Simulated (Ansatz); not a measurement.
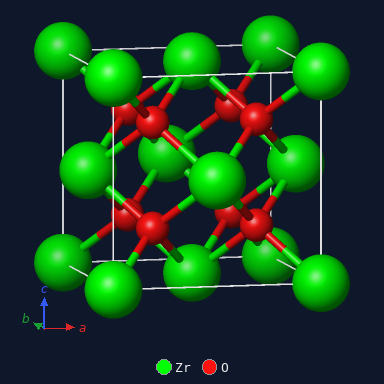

System: ZrO₂, space group Fm-3m (No. 225). The picture shows the conventional cell.

Starting cell:
```yaml
crystal:
  lattice:
    - [0.00000, 2.49600, 2.49600]
    - [2.49600, 0.00000, 2.49600]
    - [2.49600, 2.49600, 0.00000]
  atoms:
    - { symbol: Zr, position: [0.00000, 0.00000, 0.00000] }
    - { symbol: O, position: [0.25000, 0.25000, 0.25000] }
    - { symbol: O, position: [0.75000, 0.75000, 0.75000] }
```

Computed with Ansatz 0.2.0: harmonic phonon frequencies at the zone centre with atoms at rest in the given cell, without the long-range term of polar modes, the three translations left out, imaginary frequencies are negative; plane waves with PAW datasets, Γ-centred k mesh. Level: PBEsol, no spin polarisation.

```json
{"setting": "wave cutoff", "value": "420 eV"}
{"setting": "k mesh", "value": "8×8×8"}
{"setting": "occupations", "value": "fixed"}
{"setting": "pressure", "value": "12 GPa"}
{"setting": "phonon method", "value": "linear response"}
```

What does the calculation give for the zone-centre optical phonon frequencies (the three acoustic modes are left out)?

No frequency is imaginary, so the structure is stable to these displacements (zone-boundary modes weren't tested here). The highest mode lies at 603.4 cm⁻¹ (without the field of polar modes). The optical modes lie at 293.4 (×3), 603.4 (×3) cm⁻¹.

```
frequency (cm⁻¹)
           293.4
           293.4
           293.4
           603.4
           603.4
           603.4
```

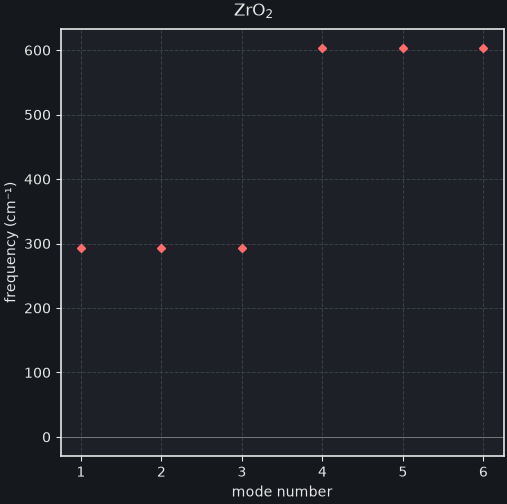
